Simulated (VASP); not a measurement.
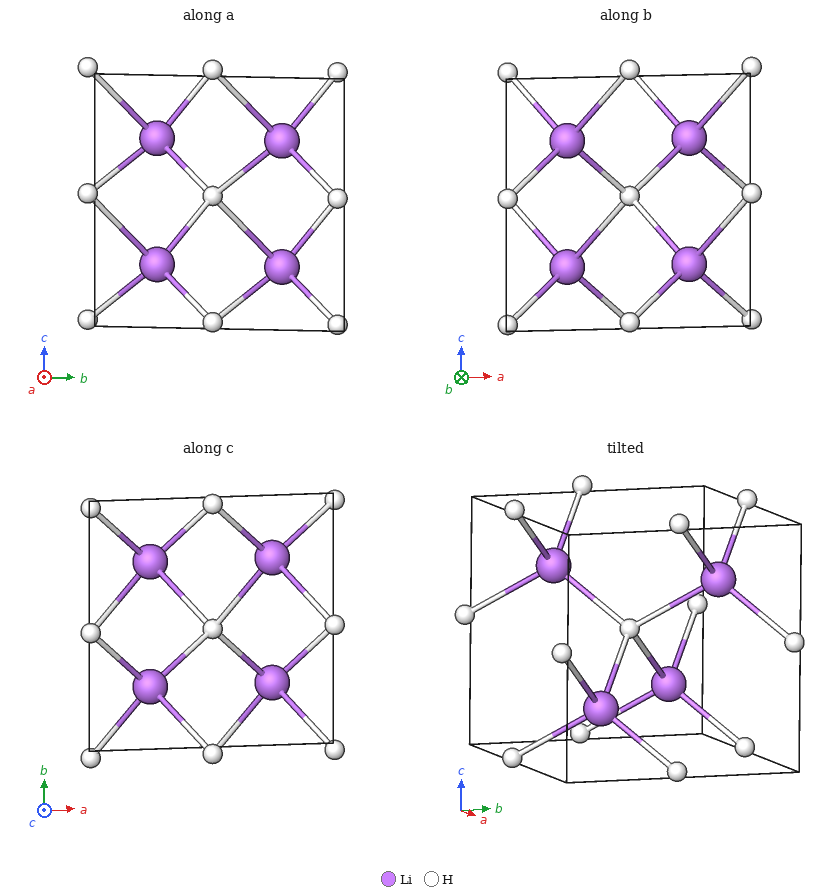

An orthographic ball-and-stick view of the structure, along the a axis, along the b axis, along the c axis and slightly off an axis. Lines trace the edges of the drawn cell (a repeat of the simulation cell).

Lattice parameters: a = 4.2223 Å, b = 4.3234 Å, c = 4.3666 Å, α = 91.133°, β = 88.719°, γ = 88.097°.

Question: Transcribe the picture into a CIF in P1 with every atom of the cell, with free fractional coordinates to two decimals.

Answer:
```cif
data_structure
_symmetry_space_group_name_H-M 'P 1'
_symmetry_Int_Tables_number 1
_cell_length_a 4.2223
_cell_length_b 4.3234
_cell_length_c 4.3666
_cell_angle_alpha 91.133
_cell_angle_beta 88.719
_cell_angle_gamma 88.097
_cell_volume 79.63
loop_
_atom_site_label
_atom_site_type_symbol
_atom_site_fract_x
_atom_site_fract_y
_atom_site_fract_z
_atom_site_occupancy
Li1 Li 0.75 0.25 0.25 1
Li2 Li 0.75 0.75 0.75 1
Li3 Li 0.25 0.25 0.75 1
H1 H 0.51 0.47 0.53 1
Li4 Li 0.25 0.75 0.25 1
H2 H 0.51 0.97 0.03 1
H3 H 0.01 0.47 0.03 1
H4 H 0.01 0.97 0.53 1
```

Its origin is a structure type filled with these elements by a generator (whether the compound takes this form wasn't checked). Earlier steps of the study may have refined or changed the cell and positions. It went into a calculation with VASP.
